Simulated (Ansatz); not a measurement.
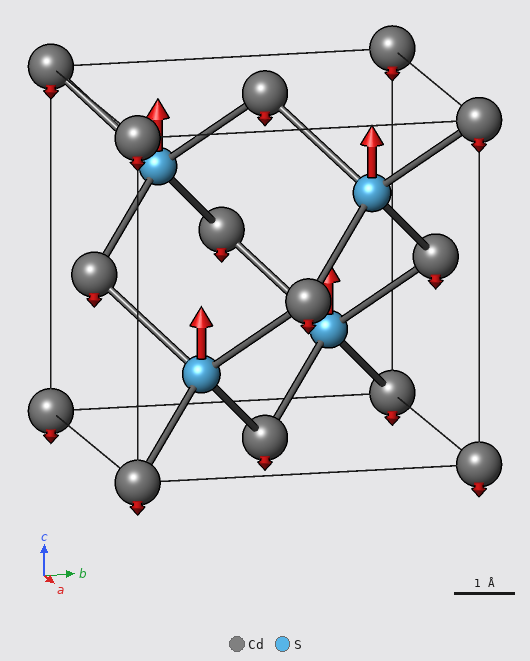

One vibrational mode of a crystal of CdS at the zone centre. The red arrows give the relative displacements of the atoms. The picture is a ball-and-stick view of the conventional cell (4 times the calculation's cell), seen slightly off an axis. Lengths and directions refer to the drawn axes.

Theory: DFT PBE, scalar-relativistic, plane waves, PAW in Ansatz 0.2.0.

The input:
```yaml
crystal:
  lattice:
    - [0.0, 2.9633284104, 2.9633284104]
    - [2.9633284104, 0.0, 2.9633284104]
    - [2.9633284104, 2.9633284104, 0.0]
  atoms:
    - { symbol: Cd, position: [0.0, 0.0, 0.0] }
    - { symbol: S, position: [0.25, 0.25, 0.25] }
basis:
  ecutwfc: 420
kpoints:
  mp_grid: { grid: [8, 8, 8] }
hamiltonian:
  xc: pbe
scf:
  occupations: { method: fixed }
output:
  eigenvalues: true
phonons:
  method: dfpt
  dielectric: true
  rigid_motions: translations
  eigenvectors: true
```

Run as
```bash
ansatz run input.yaml --threads 1 --pin off --max-ram 2560MiB --backend cpu --events-out ev --progress --plain --runs-dir out
```

Frequencies are those without the non-analytic (LO–TO) term.

### What mode is this, and where does it lie in the spectrum?

This is the T₂ mode (triply degenerate; one member of the set is drawn) at 216 cm⁻¹, the only optical level, infrared- and Raman-active by symmetry. The S sublattice moves against the Cd sublattice, along c; the kinetic energy is shared as S 78 %, Cd 22 %. Its infrared intensity is 14 (D/Å)²/amu for the set. The value is the transverse one; the longitudinal partner lies at 277 cm⁻¹.
